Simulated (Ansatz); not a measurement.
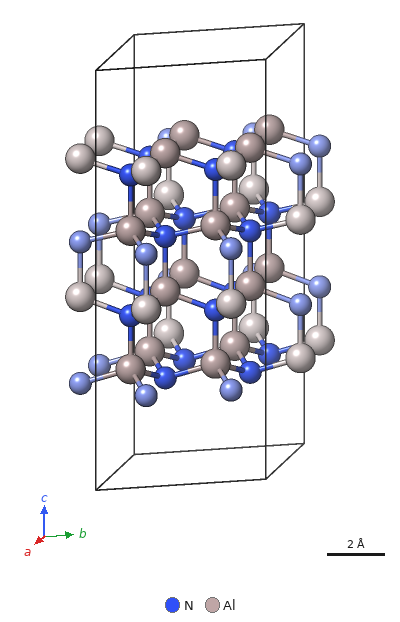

The structure as given in the input (ball-and-stick view of the cell of the calculation, with the vacuum cut short, seen slightly off an axis; neighbours outside the cell are drawn fainter). An atom can appear more than once, as a periodic image. Near neighbours in the periodic cell (some may lie outside the picture): N has 3 Al at 1.90 Å; Al has 4 N at 1.87 to 2.00 Å; N has 4 Al at 1.87 to 2.00 Å; Al has 3 N at 1.88 Å.

**Single-point calculation of AlN (part 1 of 2)**

AlN (slab, 32 atoms in the cell), computed with DFT PBE, scalar-relativistic, plane waves, PAW, PAW set soft_1, no spin polarisation (Ansatz 0.2.0).

The structure derives from an entry of the Crystallography Open Database. Figures and captions count atoms from 1; the log counts them from 0 in places.

Input:
```yaml
crystal:
  lattice:
    - [6.2595366888, 0.0, 0.0]
    - [-3.1297683444, 5.4209177884, 0.0]
    - [0.0, 0.0, 23.5620018503]
  atoms:
    - { symbol: "N", position: [0.1666666667, 0.3333333333, 0.1697648623] }
    - { symbol: "N", position: [0.1666666667, 0.8333333333, 0.1697648623] }
    - { symbol: "N", position: [0.6666666667, 0.3333333333, 0.1697648623] }
    - { symbol: "N", position: [0.6666666667, 0.8333333333, 0.1697648623] }
    - { symbol: Al, position: [0.3333333333, 0.1666666667, 0.1949891512] }
    - { symbol: Al, position: [0.3333333333, 0.6666666667, 0.1949891512] }
    - { symbol: Al, position: [0.8333333333, 0.1666666667, 0.1949891512] }
    - { symbol: Al, position: [0.8333333333, 0.6666666667, 0.1949891512] }
    - { symbol: "N", position: [0.3333333333, 0.1666666667, 0.2762350866] }
    - { symbol: "N", position: [0.3333333333, 0.6666666667, 0.2762350866] }
    - { symbol: "N", position: [0.8333333333, 0.1666666667, 0.2762350866] }
    - { symbol: "N", position: [0.8333333333, 0.6666666667, 0.2762350866] }
    - { symbol: Al, position: [0.1666666667, 0.3333333333, 0.3014593754] }
    - { symbol: Al, position: [0.1666666667, 0.8333333333, 0.3014593754] }
    - { symbol: Al, position: [0.6666666667, 0.3333333333, 0.3014593754] }
    - { symbol: Al, position: [0.6666666667, 0.8333333333, 0.3014593754] }
    - { symbol: "N", position: [0.1666666667, 0.3333333333, 0.3850965252] }
    - { symbol: "N", position: [0.1666666667, 0.8333333333, 0.3850965252] }
    - { symbol: "N", position: [0.6666666667, 0.3333333333, 0.3850965252] }
    - { symbol: "N", position: [0.6666666667, 0.8333333333, 0.3850965252] }
    - { symbol: Al, position: [0.3333333333, 0.1666666667, 0.4056962509] }
    - { symbol: Al, position: [0.3333333333, 0.6666666667, 0.4056962509] }
    - { symbol: Al, position: [0.8333333333, 0.1666666667, 0.4056962509] }
    - { symbol: Al, position: [0.8333333333, 0.6666666667, 0.4056962509] }
    - { symbol: "N", position: [0.3333333333, 0.1666666667, 0.4903976226] }
    - { symbol: "N", position: [0.3333333333, 0.6666666667, 0.4903976226] }
    - { symbol: "N", position: [0.8333333333, 0.1666666667, 0.4903976226] }
    - { symbol: "N", position: [0.8333333333, 0.6666666667, 0.4903976226] }
    - { symbol: Al, position: [0.1666666667, 0.3333333333, 0.5119260208] }
    - { symbol: Al, position: [0.1666666667, 0.8333333333, 0.5119260208] }
    - { symbol: Al, position: [0.6666666667, 0.3333333333, 0.5119260208] }
    - { symbol: Al, position: [0.6666666667, 0.8333333333, 0.5119260208] }
basis:
  ecutwfc: 420
kpoints:
  mp_grid: { grid: [6, 6, 1] }
hamiltonian:
  xc: pbe
  pseudopotentials: { kind: paw, azcp: { folder: soft_1 } }
scf:
  occupations: { method: gaussian, width: 0.05 }
output:
  forces: true
  eigenvalues: true
efield:
  axis: 3
  dipole_correction: true
  ramp_width: 0.04
```

Hardware: 4 threads of Intel Xeon @ 2.90GHz (Ice Lake), 16 GiB of memory available, shared host.

Command:
```bash
ansatz run input.yaml --threads 4 --pin off --max-ram 12288MiB --backend cpu --events-out ev --progress --plain --runs-dir out
```

The program's output:
```
Engine: ansatz 0.2.0, x86_64-unknown-linux-gnu
Pseudopotentials: kind: paw
Pseudopotential: N, paw, valence charge 5, recommended cutoff 420 eV (normal), [file]
Pseudopotential: Al, paw, valence charge 3, recommended cutoff 420 eV (normal), [file]
Functional definition: PBE
  parameter kappa = 0.804
  parameter beta = 0.06672455060314922
  exchange = pbe_x(kappa = kappa, mu = beta*pi^2/3)
  correlation = pbe_c(beta = beta)
Crystal: 32 atoms, lattice volume = 799.516 Å³
Basis set: ecut = 420 eV, 15643 PW (Γ), exchange–correlation on 90×90×320 points (8 copies of the dense FFT grid, shifted against one another)
Bands: 96, of which v1, the nominal top of the filled ones, is band 64 counted from 1 (63 counted from 0)
Symmetry: 24 space group operations
Space group: P3m1 (ITA 156), of the structure as read, at distance tolerance 9.3e-5 Å
k-points: 7 of 36 (time reversal used)
Non-local potential: N, projectors of the file, l = 0: 2, l = 1: 2, l = 2: 1
Non-local potential: Al, projectors of the file, l = 0: 2, l = 1: 2, l = 2: 1
PAW form: soft (Blöchl's): semilocal exchange-correlation on the pseudo side does not see the compensation charge
PAW one-centre angular grid: N, 110 points (default); XC on 64 Gauss nodes
PAW one-centre angular grid: Al, 110 points (default); XC on 64 Gauss nodes
Initial density: superposition of atomic densities (neutral atoms: chi_scale 0, normalization atom)
Initial wavefunctions: pseudopotential atomic-orbital guess
Functional: x = pbe(κ = 0.804, μ = 0.2195149727645171), c = pbe(β = 0.06672455060314922)
SCF iter   1: F=—  HF=-14822.206313 eV  |F-HF|=—  |Δ(HF+E_count)|=         —  Δρ=1.18e-1  dr2=2.24e2  ethr=3.10e-3  p=-0.000 e·Å  D=-2.02e-6 V/Å  ΔV_dip=0.00 eV  dr2_dipole=6.34e1  V_vac-E_F(+/−)=9.32/9.32 eV  ⟨swp⟩=8.0  Hψ=3294  notcnv=0  defer=112
efield: sawtooth ramp at fractional position 0.8208 (placed from the atoms, in the widest stretch of the axis that holds none; the zero of the levels goes with the place), width 0.0400; the density the first Hamiltonian is built on has a dipole p = -0.000 e·Å; the dipole correction subtracts the counter field D = -2.02e-6 V/Å, which shifts the + side's vacuum level by +0.00 eV against the − side's; the planar-averaged density in the ramp window peaks in size at 2.8e-6 e/Å³
preconditioner: auto → Resta (q_TF=auto, 2.010 Å⁻¹)  ε∞=2.1  [insulator: Δε(μ)=4.012 eV  Ē_g=13.982 eV  σ=0.050 eV  W_gap=1.00  n_scr=98 (ndim 8)  ℏωp=14.9 eV  f_vac=0.484  D(μ)=0.00/eV (n_scr^D=0)  ε∞_Penn≈2.1  vacuum switching on, ρ_ref=1.4e-2 e/Å³]
SCF iter   2: F=—  HF=-15337.259049 eV  |F-HF|=—  |Δ(HF+E_count)|=    5.15e2  Δρ=2.98e-1  dr2=2.71e4  ethr=3.10e-3  p=5.881 e·Å  D=1.33e0 V/Å  ΔV_dip=-31.36 eV  dr2_dipole=2.64e4  V_vac-E_F(+/−)=-8.52/22.85 eV  ⟨swp⟩=29.7  Hψ=11886  notcnv=0  defer=194  recentre
preconditioner: auto → LDOS  [metal: Δε(μ)=0.022 eV  Ē_g=14.759 eV  σ=0.050 eV  W_gap=0.24  n_scr=98 (ndim 8)  ℏωp=14.4 eV  f_vac=0.500  D(μ)=24.01/eV (n_scr^D=166)  β→1.0]
SCF iter   3: F=—  HF=-14812.010674 eV  |F-HF|=—  |Δ(HF+E_count)|=    5.25e2  Δρ=1.02e-1  dr2=1.89e2  ethr=3.10e-3  p=0.044 e·Å  D=9.93e-3 V/Å  ΔV_dip=-0.23 eV  dr2_dipole=6.15e1  V_vac-E_F(+/−)=8.94/9.15 eV  ⟨swp⟩=17.7  Hψ=7862  notcnv=0  defer=166
SCF iter   4: F=—  HF=-14802.258265 eV  |F-HF|=—  |Δ(HF+E_count)|=    9.75e0  Δρ=9.14e-2  dr2=1.61e2  ethr=3.10e-3  p=0.172 e·Å  D=3.90e-2 V/Å  ΔV_dip=-0.92 eV  dr2_dipole=5.64e1  V_vac-E_F(+/−)=8.81/9.73 eV  ⟨swp⟩=6.7  Hψ=1183  notcnv=0  defer=185
SCF iter   5: F=—  HF=-14781.017308 eV  |F-HF|=—  |Δ(HF+E_count)|=    2.12e1  Δρ=5.84e-2  dr2=1.59e2  ethr=3.10e-3  p=0.526 e·Å  D=1.19e-1 V/Å  ΔV_dip=-2.80 eV  dr2_dipole=8.56e1  V_vac-E_F(+/−)=7.29/10.12 eV  ⟨swp⟩=7.1  Hψ=1933  notcnv=0  defer=195
SCF iter   6: F=—  HF=-14784.980539 eV  |F-HF|=—  |Δ(HF+E_count)|=    3.96e0  Δρ=6.36e-2  dr2=4.92e2  ethr=3.10e-3  p=0.815 e·Å  D=1.84e-1 V/Å  ΔV_dip=-4.34 eV  dr2_dipole=3.12e2  V_vac-E_F(+/−)=5.41/9.77 eV  ⟨swp⟩=12.4  Hψ=2110  notcnv=0  defer=166  recentre
SCF iter   7: F=—  HF=-14774.823277 eV  |F-HF|=—  |Δ(HF+E_count)|=    1.02e1  Δρ=4.20e-2  dr2=5.95e1  ethr=3.10e-3  p=0.918 e·Å  D=2.08e-1 V/Å  ΔV_dip=-4.89 eV  dr2_dipole=3.78e1  V_vac-E_F(+/−)=4.27/9.15 eV  ⟨swp⟩=9.7  Hψ=1720  notcnv=0  defer=159
SCF iter   8: F=—  HF=-14774.970215 eV  |F-HF|=—  |Δ(HF+E_count)|=   1.47e-1  Δρ=1.72e-2  dr2=5.94e1  ethr=3.10e-3  p=1.013 e·Å  D=2.29e-1 V/Å  ΔV_dip=-5.40 eV  dr2_dipole=3.52e1  V_vac-E_F(+/−)=2.73/8.08 eV  ⟨swp⟩=9.1  Hψ=1758  notcnv=0  defer=167
SCF iter   9: F=—  HF=-14773.281959 eV  |F-HF|=—  |Δ(HF+E_count)|=    1.69e0  Δρ=1.12e-2  dr2=1.65e1  ethr=3.10e-3  p=0.728 e·Å  D=1.65e-1 V/Å  ΔV_dip=-3.88 eV  dr2_dipole=1.00e1  V_vac-E_F(+/−)=4.09/7.97 eV  ⟨swp⟩=2.9  Hψ=894  notcnv=0  defer=190
SCF iter  10: F=—  HF=-14772.884572 eV  |F-HF|=—  |Δ(HF+E_count)|=   3.97e-1  Δρ=8.61e-3  dr2=1.90e0  ethr=3.10e-3  p=0.800 e·Å  D=1.81e-1 V/Å  ΔV_dip=-4.27 eV  dr2_dipole=6.64e-1  V_vac-E_F(+/−)=3.59/7.85 eV  ⟨swp⟩=3.3  Hψ=614  notcnv=0  defer=187
SCF iter  11: F=—  HF=-14772.788137 eV  |F-HF|=—  |Δ(HF+E_count)|=   9.64e-2  Δρ=3.69e-3  dr2=1.65e-1  ethr=1.48e-3  p=0.786 e·Å  D=1.78e-1 V/Å  ΔV_dip=-4.19 eV  dr2_dipole=1.25e-3  V_vac-E_F(+/−)=3.56/7.75 eV  ⟨swp⟩=5.4  Hψ=1038  notcnv=0  defer=184
SCF iter  12: F=—  HF=-14772.823160 eV  |F-HF|=—  |Δ(HF+E_count)|=   3.50e-2  Δρ=6.96e-3  dr2=6.62e0  ethr=1.29e-4  p=0.758 e·Å  D=1.71e-1 V/Å  ΔV_dip=-4.04 eV  dr2_dipole=4.81e0  V_vac-E_F(+/−)=3.74/7.78 eV  ⟨swp⟩=6.7  Hψ=1519  notcnv=0  defer=172
SCF iter  13: F=—  HF=-14772.780970 eV  |F-HF|=—  |Δ(HF+E_count)|=   4.22e-2  Δρ=1.92e-3  dr2=3.88e-1  ethr=1.29e-4  p=0.690 e·Å  D=1.56e-1 V/Å  ΔV_dip=-3.68 eV  dr2_dipole=2.32e-1  V_vac-E_F(+/−)=4.02/7.70 eV  ⟨swp⟩=5.6  Hψ=886  notcnv=1  defer=169
SCF iter  14: F=—  HF=-14772.772132 eV  |F-HF|=—  |Δ(HF+E_count)|=   8.84e-3  Δρ=1.20e-3  dr2=8.92e-2  ethr=1.29e-4  p=0.677 e·Å  D=1.53e-1 V/Å  ΔV_dip=-3.61 eV  dr2_dipole=5.52e-2  V_vac-E_F(+/−)=4.06/7.67 eV  ⟨swp⟩=4.0  Hψ=758  notcnv=0  defer=164
SCF iter  15: F=—  HF=-14772.770938 eV  |F-HF|=—  |Δ(HF+E_count)|=   1.19e-3  Δρ=9.14e-4  dr2=7.62e-2  ethr=6.97e-5  p=0.666 e·Å  D=1.51e-1 V/Å  ΔV_dip=-3.55 eV  dr2_dipole=5.01e-2  V_vac-E_F(+/−)=4.12/7.67 eV  ⟨swp⟩=1.7  Hψ=634  notcnv=0  defer=160
SCF iter  16: F=—  HF=-14772.769223 eV  |F-HF|=—  |Δ(HF+E_count)|=   1.71e-3  Δρ=7.28e-4  dr2=6.10e-2  ethr=5.95e-5  p=0.667 e·Å  D=1.51e-1 V/Å  ΔV_dip=-3.56 eV  dr2_dipole=4.22e-2  V_vac-E_F(+/−)=4.11/7.67 eV  ⟨swp⟩=1.0  Hψ=512  notcnv=0  defer=160
SCF iter  17: F=—  HF=-14772.767840 eV  |F-HF|=—  |Δ(HF+E_count)|=   1.38e-3  Δρ=6.37e-4  dr2=4.64e-2  ethr=4.77e-5  p=0.671 e·Å  D=1.52e-1 V/Å  ΔV_dip=-3.58 eV  dr2_dipole=3.23e-2  V_vac-E_F(+/−)=4.09/7.67 eV  ⟨swp⟩=1.0  Hψ=512  notcnv=0  defer=160
SCF iter  18: F=—  HF=-14772.766290 eV  |F-HF|=—  |Δ(HF+E_count)|=   1.55e-3  Δρ=3.33e-4  dr2=1.33e-2  ethr=3.63e-5  p=0.677 e·Å  D=1.53e-1 V/Å  ΔV_dip=-3.61 eV  dr2_dipole=9.34e-3  V_vac-E_F(+/−)=4.06/7.67 eV  ⟨swp⟩=1.0  Hψ=512  notcnv=0  defer=160
SCF iter  19: F=—  HF=-14772.766063 eV  |F-HF|=—  |Δ(HF+E_count)|=   2.28e-4  Δρ=1.50e-4  dr2=2.63e-3  ethr=1.04e-5  p=0.682 e·Å  D=1.54e-1 V/Å  ΔV_dip=-3.64 eV  dr2_dipole=1.82e-3  V_vac-E_F(+/−)=4.03/7.67 eV  ⟨swp⟩=1.0  Hψ=512  notcnv=0  defer=160
SCF iter  20: F=—  HF=-14772.766046 eV  |F-HF|=—  |Δ(HF+E_count)|=   1.64e-5  Δρ=2.14e-5  dr2=3.05e-5  ethr=2.05e-6  p=0.681 e·Å  D=1.54e-1 V/Å  ΔV_dip=-3.63 eV  dr2_dipole=2.05e-5  V_vac-E_F(+/−)=4.04/7.67 eV  ⟨swp⟩=1.0  Hψ=512  notcnv=0  defer=160
SCF iter  21: F=—  HF=-14772.765474 eV  |F-HF|=—  |Δ(HF+E_count)|=   5.72e-4  Δρ=1.49e-5  dr2=3.28e-6  ethr=2.38e-8  p=0.681 e·Å  D=1.54e-1 V/Å  ΔV_dip=-3.63 eV  dr2_dipole=8.46e-7  V_vac-E_F(+/−)=4.04/7.67 eV  ⟨swp⟩=3.0  Hψ=1096  notcnv=0  defer=160
SCF iter  22: F=—  HF=-14772.765476 eV  |F-HF|=—  |Δ(HF+E_count)|=   1.63e-6  Δρ=2.34e-5  dr2=7.15e-5  ethr=2.57e-9  p=0.681 e·Å  D=1.54e-1 V/Å  ΔV_dip=-3.63 eV  dr2_dipole=4.78e-5  V_vac-E_F(+/−)=4.04/7.67 eV  ⟨swp⟩=2.7  Hψ=1022  notcnv=0  defer=160  recentre
SCF iter  23: F=—  HF=-14772.765475 eV  |F-HF|=—  |Δ(HF+E_count)|=   1.06e-6  Δρ=1.19e-5  dr2=1.03e-5  ethr=2.57e-9  p=0.681 e·Å  D=1.54e-1 V/Å  ΔV_dip=-3.63 eV  dr2_dipole=7.21e-6  V_vac-E_F(+/−)=4.04/7.67 eV  ⟨swp⟩=2.0  Hψ=650  notcnv=0  defer=160
SCF iter  24: F=—  HF=-14772.765475 eV  |F-HF|=—  |Δ(HF+E_count)|=   3.63e-7  Δρ=1.30e-5  dr2=2.45e-5  ethr=2.57e-9  p=0.681 e·Å  D=1.54e-1 V/Å  ΔV_dip=-3.63 eV  dr2_dipole=1.69e-5  V_vac-E_F(+/−)=4.04/7.67 eV  ⟨swp⟩=1.7  Hψ=532  notcnv=0  defer=160  recentre
SCF iter  25: F=—  HF=-14772.765475 eV  |F-HF|=—  |Δ(HF+E_count)|=   3.49e-7  Δρ=3.06e-6  dr2=1.44e-6  ethr=2.57e-9  p=0.681 e·Å  D=1.54e-1 V/Å  ΔV_dip=-3.63 eV  dr2_dipole=9.69e-7  V_vac-E_F(+/−)=4.04/7.67 eV  ⟨swp⟩=1.1  Hψ=559  notcnv=0  defer=160
SCF iter  26: F=—  HF=-14772.765475 eV  |F-HF|=—  |Δ(HF+E_count)|=   1.74e-8  Δρ=1.07e-6  dr2=1.67e-7  ethr=1.12e-9  p=0.681 e·Å  D=1.54e-1 V/Å  ΔV_dip=-3.63 eV  dr2_dipole=1.12e-7  V_vac-E_F(+/−)=4.04/7.67 eV  ⟨swp⟩=1.0  Hψ=512  notcnv=0  defer=160
SCF iter  27: F=-14772.765475 eV  HF=-14772.765475 eV  |F-HF|=2.42e-8  |Δ(HF+E_count)|=   4.79e-9  Δρ=3.79e-7  dr2=1.52e-8  ethr=7.81e-11  p=0.681 e·Å  D=1.54e-1 V/Å  ΔV_dip=-3.63 eV  dr2_dipole=1.04e-8  V_vac-E_F(+/−)=4.04/7.67 eV  ⟨swp⟩=37.3  Hψ=7175  notcnv=0
SCF 1 converged in 27 iterations: F = -14772.765475 eV  dr2 = 1.52e-8
  greatest PAW one-centre occupation: 0.802 electrons in one spin orbital (limit 2), on the N atom at site 3 (counted from 0), in its partial waves of l = 0
```
